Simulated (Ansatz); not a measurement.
System: KTaO₃, space group Pm-3m (No. 221) (cell built by us, not taken from a database).

Structure:
```
CELL_PARAMETERS angstrom
3.99013 0.00000 0.00000
0.00000 3.99013 0.00000
0.00000 0.00000 3.99013
ATOMIC_POSITIONS crystal
K 0.00000 0.00000 0.00000
Ta 0.50000 0.50000 0.50000
O 0.50000 0.50000 0.00000
O 0.50000 0.00000 0.50000
O 0.00000 0.50000 0.50000
```

Calculation (Ansatz 0.2.0): Born effective charges by linear response at the zone centre, in units of the proton charge, Cartesian axes of the given cell; DFT, r2SCAN, plane waves, PAW. Level: r2SCAN, no spin polarisation.

```tsv
setting	value
periodic directions	3
potentials	PAW
wave cutoff	500 eV
k mesh	6×6×6
```

Predict the mean Born effective charge of each atom. The cases: K; Ta; O 1; O 2; O 3.

The largest in size is that of Ta, 8.55 e, and the charges add up to 0.00 e. O 1, O 2 and O 3 are equally anisotropic; for O 1: its diagonal components run from −6.38 to −1.65 e. The Born charge xx, in e, is 1.133 for K, 8.552 for Ta, −1.650 for O 1, −1.650 for O 2 and −6.385 for O 3. The Born charge zz, in e, is 1.133 for K, 8.552 for Ta, −6.385 for O 1, −1.650 for O 2 and −1.650 for O 3.

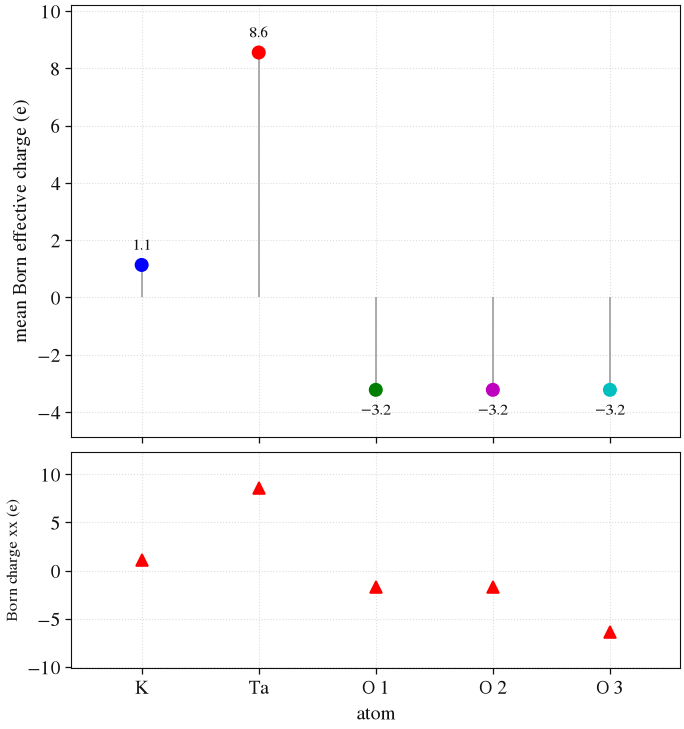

Limits of the calculation: empty bands loosely converged; reference bands not vouched for.
